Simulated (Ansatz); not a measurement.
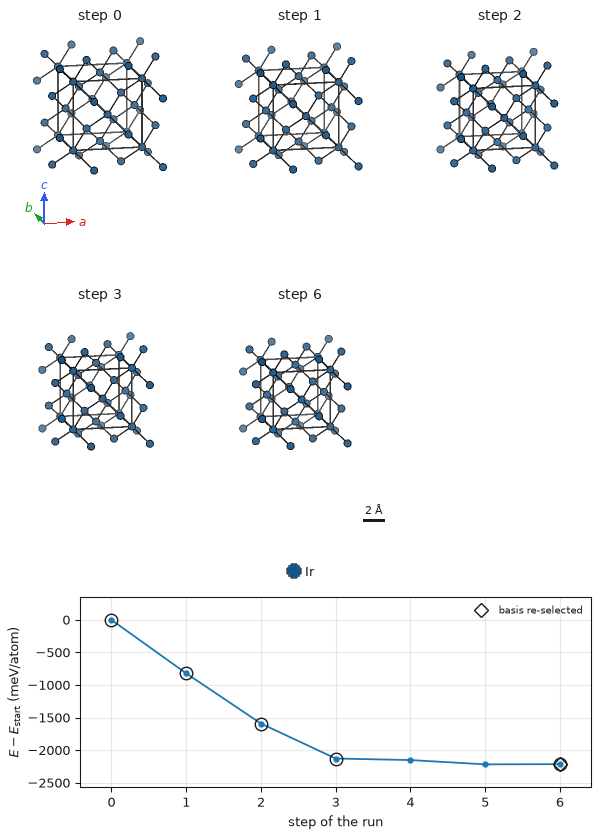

Frames of a relaxation of crystalline Ir (a generated structure, set up in Fd-3m) (coarse preliminary run), marked on the history of the run. The picture is a ball-and-stick view of the conventional cell (4 times the calculation's cell), seen slightly off an axis. Lengths and directions refer to the drawn axes.

Case: Sn → Ir on all its sites, cell and atoms relaxed.

All numbers below come from Ansatz 0.2.0, DFT PBE, scalar-relativistic, plane waves, PAW.

Input
```yaml
crystal:
  lattice:
    - [0.0, 3.361545557, 3.361545557]
    - [3.361545557, 0.0, 3.361545557]
    - [3.361545557, 3.361545557, 0.0]
  atoms:
    - { symbol: Ir, position: [0.0, 0.0, 0.0] }
    - { symbol: Ir, position: [0.25, 0.25, 0.25] }
basis:
  ecutwfc: 420
kpoints:
  mp_grid: { grid: [6, 6, 6] }
hamiltonian:
  xc: pbe
scf:
  occupations: { method: gaussian, width: 0.1 }
output:
  forces: true
  stress: true
  eigenvalues: true
relax:
  adjacent_minimum: "off"
  f_tol: 0.05
  max_steps: 60
  cell: { stress_tol: 0.5 }
```

Launched with:
```bash
ansatz run input.yaml --threads 1 --pin off --max-ram 2560MiB --backend cpu --events-out ev --progress --plain --runs-dir out
```

### Describe the path.

The energy falls by 2213 meV per atom in 5 accepted moves (6 points after the start). All forces vanish by symmetry, so only the cell relaxes. Pressure: −23.27 GPa at the start and 0.05 GPa at the end. At 1 point the geometry stayed and the basis and grid were re-selected for the new cell (energy shift of 3.2 meV per atom at most each time). No atom moves by more than 0.005 Å relative to the cell. The drawn cell changes as follows: a = b = c 6.723 → 5.572 Å (−17.1 %); the volume changes by −43.1 %. Among the contacts that change: Ir1–Ir2 2.911 → 2.413 Å. The space group stays Fd-3m (No. 227). The run took 11 s on 1 thread of Arm Neoverse V1, on a shared host, peak memory 0.31 GiB. From step 0 to 1: volume −13.9 %, energy −820 meV per atom. From step 1 to 2: volume −14.6 %, energy −770 meV per atom. From step 2 to 3: volume −15.3 %, energy −537 meV per atom. From step 3 to 6: volume −8.5 %, energy −86.3 meV per atom.
